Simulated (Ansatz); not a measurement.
## Au (P6_3/mmc): the states at the Fermi level

```xyz
2
Lattice="2.9000 0.0000 0.0000 -1.4500 2.5115 0.0000 0.0000 0.0000 4.8800" Properties=species:S:1:pos:R:3 pbc="T T T"
Au    0.0000    1.6743    3.6600
Au    1.4500    0.8372    1.2200
```

Computed with DFT PBE, scalar-relativistic, plane waves, PAW; levels and slopes on a dense k mesh at the converged density (Ansatz 0.2.0). No spin polarisation. k mesh for the levels: 36×36×16. Unrelaxed database geometry.

## 1. The sheets

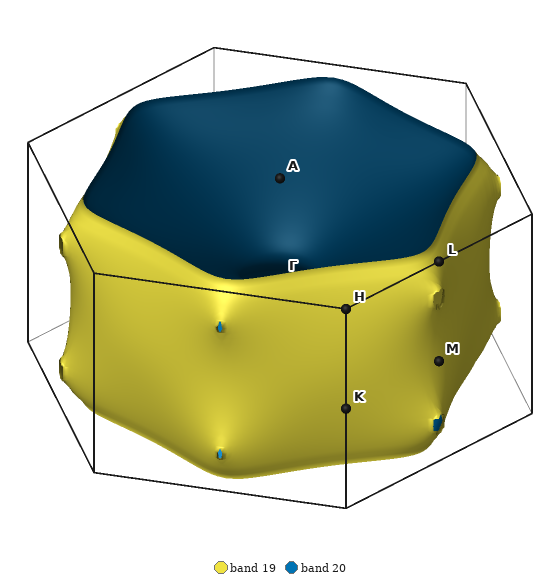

Fermi surface of this crystal. Each colour is one band. The brighter face of a sheet looks towards empty states.

**Describe the Fermi surface sheet by sheet.**

Two bands cross the Fermi level; this is a three-dimensional metal.

Band 19: a sheet that is open in all directions, neither an electron nor a hole pocket (the band is filled at Γ and A and empty at K, H, M and L).
Band 20: one open electron tube parallel to Γ–A.
The shape of the surface of band 19 changes its kind within 0.05 eV of this level, so small parts may appear, vanish, join or separate.

## 2. Speeds

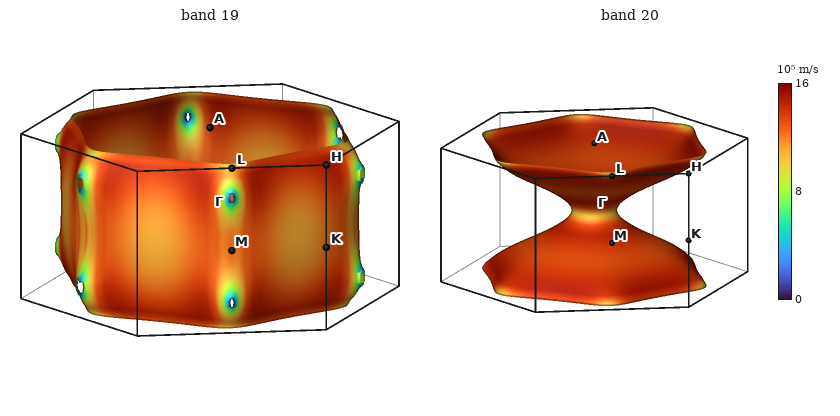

Fermi surface of this crystal, coloured by the Fermi speed.

**How fast are the electrons on each sheet?**

Band 19: 8.3 to 15 × 10⁵ m/s over most of the sheet, 12 × 10⁵ m/s on average over states. Band 20: 12 to 15 × 10⁵ m/s over most of the sheet, 14 × 10⁵ m/s on average over states.

## 3. Cuts and bands

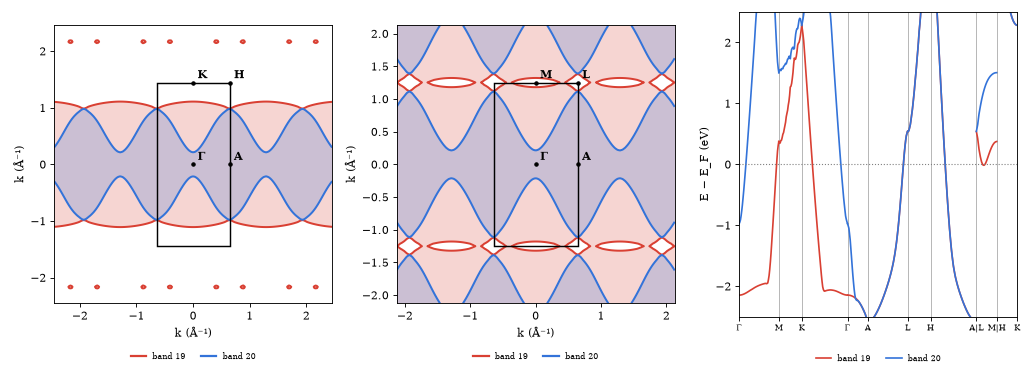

This crystal: cuts through the Fermi surface in the plane through Γ, A and K and the plane through Γ, A and M, filled states shaded, and the bands that cross the Fermi level.

**For each band, read its level at the labelled points (eV from the Fermi level).**

| band | Γ | A | K | H | M | L |
| --- | --- | --- | --- | --- | --- | --- |
| band 19 | −2.15 | below | +2.28 | above | +0.38 | +0.54 |
| band 20 | −0.97 | below | +2.28 | above | +1.50 | +0.54 |

Negative values are filled states; "above" and "below" lie outside the plotted window.

Spin-orbit coupling is left out; with Au it can split, shift or remove sheets. Necks and pockets thinner than about two mesh steps aren't resolved, so separate pockets may in truth be joined.

Time for the whole run: 26 s on 1 thread of Intel(R) Xeon(R) Platinum 8488C (Sapphire Rapids) (shared host), peak memory 0.82 GiB.
